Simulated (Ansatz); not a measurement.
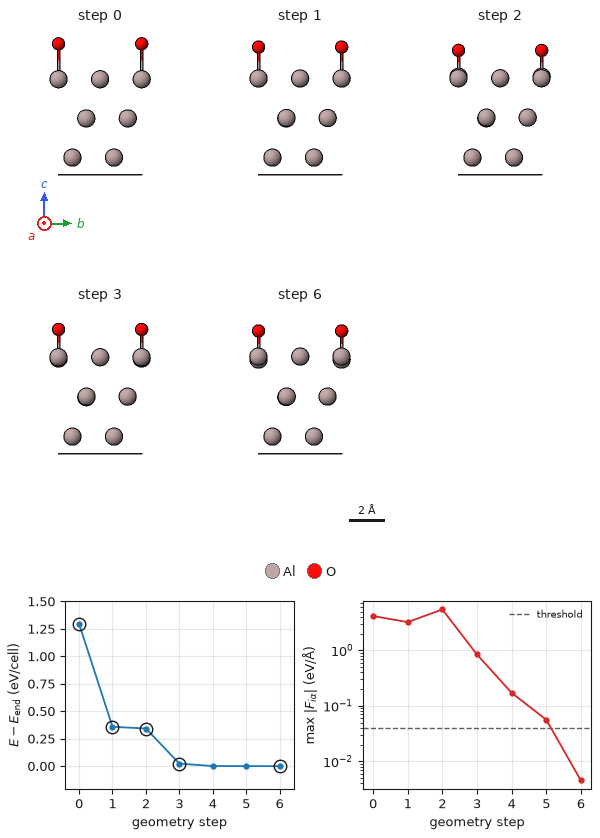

Frames of a constrained relaxation of a slab of composition Al$_{12}$O (cut from the Fm-3m phase), marked on the history of the run. Style: ball-and-stick. Shown: the cell of the calculation, outlined in the plane, without the vacuum, along the a axis.

Case: 1 O a cell, anchor, over a top Al site. The slab is the (1 1 1) face of Al with O on it. 4 atoms are held fixed.

The calculation used Ansatz 0.2.0, DFT PBE+D3(BJ), scalar-relativistic, plane waves, PAW. Set-up: plane-wave cutoff 420 eV; k-point mesh 4 × 4 × 1; occupations gaussian; smearing width 0.1 eV; collinear spin; dipole correction; atoms relaxed in a fixed cell; force threshold 0.04 eV/Å; at most 100 steps.

Q: What happens along the run?

A: The largest move is that of the O atom, 0.48 Å along the normal (−c). By element the largest moves are O 0.48 Å, Al 0.10 Å. The cell doesn't change. Among the contacts that change: Al–O 2.080 → 1.681 Å. The energy falls by 1.298 eV per cell of the calculation in 6 geometry steps. The largest force component goes from 4.1 to 0.0045 eV/Å. The program noted that the starting moments weren't kept. From step 0 to 1: the O atom moves most (0.19 Å), energy −0.939 eV per cell of the calculation. From step 1 to 2: the O atom moves most (0.19 Å), energy −15.7 meV per cell of the calculation. From step 2 to 3: an Al atom moves most (0.16 Å), energy −0.319 eV per cell of the calculation. From step 3 to 6: the O atom moves most (0.09 Å), energy −23.6 meV per cell of the calculation.

```csv
step,"E − E(0), meV/atom","largest force component, eV/Å"
0,0.00,4.1482
1,-72.22,3.2230
2,-73.43,5.4447
3,-98.00,0.8428
4,-99.73,0.1718
5,-99.75,0.0563
6,-99.81,0.0045
```

Limits of the set-up: the periodic images lie only 5.6 Å apart, so the values are limited by the cell's size.
